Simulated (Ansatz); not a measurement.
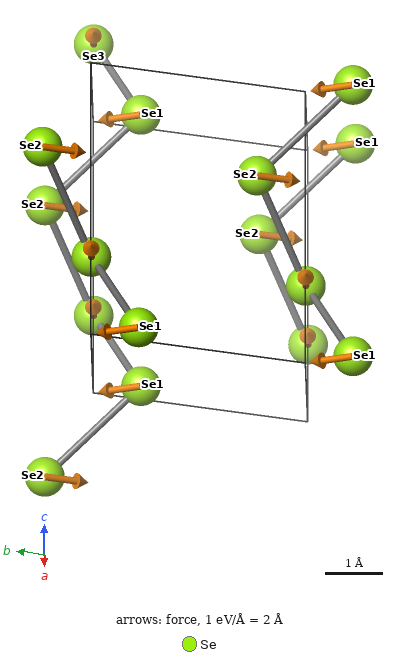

Starting geometry of crystalline Se (set up in P3_121) with the computed forces as orange arrows. The picture is a ball-and-stick view of the cell of the calculation, seen from a free direction.

The run lets cell and atoms move.

All numbers below come from Kohn-Sham DFT of a periodic cell, HISS, Ansatz PAW (Ansatz 0.2.0).

The input:
```yaml
crystal:
  lattice:
    - [4.3662, 0.0, 0.0]
    - [-2.1831, 3.781240118, 0.0]
    - [0.0, 0.0, 4.9536]
  atoms:
    - { symbol: Se, position: [0.7746, 0.7746, 0.0] }
    - { symbol: Se, position: [0.0, 0.2254, 0.6666666667] }
    - { symbol: Se, position: [0.2254, 0.0, 0.3333333333] }
hamiltonian:
  xc: hiss
  pseudopotentials: { kind: paw }
kpoints:
  mp_grid: { grid: [4, 4, 3] }
scf:
  occupations: { method: fermi_dirac, width: 0.05 }
  exx: { singularity: none }
output:
  forces: true
  stress: true
  write_density: true
  write_potential: true
  elf: true
  volumetric_format: npy
relax:
  f_tol: 0.01
  max_steps: 40
  cell: { stress_tol: 0.05 }
```

Command:
```bash
ansatz run input.yaml --threads 2 --pin off --max-ram 5632MiB --backend cpu --events-out ev --progress --plain --runs-dir out
```

**Is this structure relaxed? If not, where do the atoms go?**

It isn't relaxed: the largest force vector, on Se atoms, is 0.44 eV/Å. The atoms end up moving mostly along the starting forces (cosine between the two patterns 1.00). After 5 accepted moves (6 points after the start) the energy has fallen by 20.7 meV per atom. Largest force component: 0.44 eV/Å at the start, 0.00082 eV/Å at the end. Pressure: −0.56 GPa at the start and 0.01 GPa at the end. At 1 point the geometry stayed and the basis and grid were re-selected for the new cell (energy shift of 0.4 meV per atom at most each time). The largest moves relative to the cell, 0.098 Å, are those of Se1, Se2 and Se3. Se2 goes along −b. The drawn cell changes as follows: a = b 4.366 → 4.727 Å (+8.3 %), c 4.954 → 4.857 Å (−1.9 %); the volume changes by +14.9 %. Some distances before and after: Se1–Se2 2.373 → 2.330 Å. The space group stays P3_121 (No. 152). Cost: 66 s on 2 threads of AMD EPYC 9B45 (Zen 5), on a shared host, peak memory 1 GiB.
